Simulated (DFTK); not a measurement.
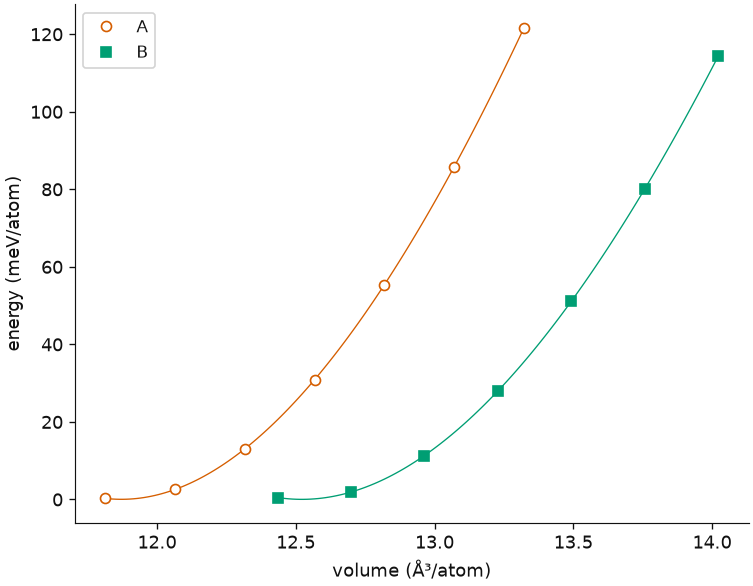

The figure compares two calculations of the energy against volume, each curve from its own zero. The first is for HfC, space group Fm-3m (No. 225).

The cell holds 2 atoms.

Computed with DFTK 0.8.2: plane-wave DFT, no spin polarisation; energies at scaled volumes of the given cell, shape and fractions fixed, counted from the fit's minimum, third-order Birch-Murnaghan fit. Level: LDA.

- k mesh: 7×7×7
- occupations: Fermi–Dirac
- smearing width: 0.05 eV
- potentials: dojo.nc.sr.lda.v0_4_1.standard
- wave cutoff: 1116 eV

In the second, Hf is replaced by Zr on all its sites, which gives ZrC in the same structure. The second calculation uses k mesh 6×6×6.

Which of A and B is the second calculation, and what did the change do?

B. The equilibrium volume rises from 11.87 to 12.52 Å³/atom (+5.5 %) and the bulk modulus falls from 267 to 247 GPa (−7.5 %).

V0 and the bulk modulus come from third-order Birch–Murnaghan fits.
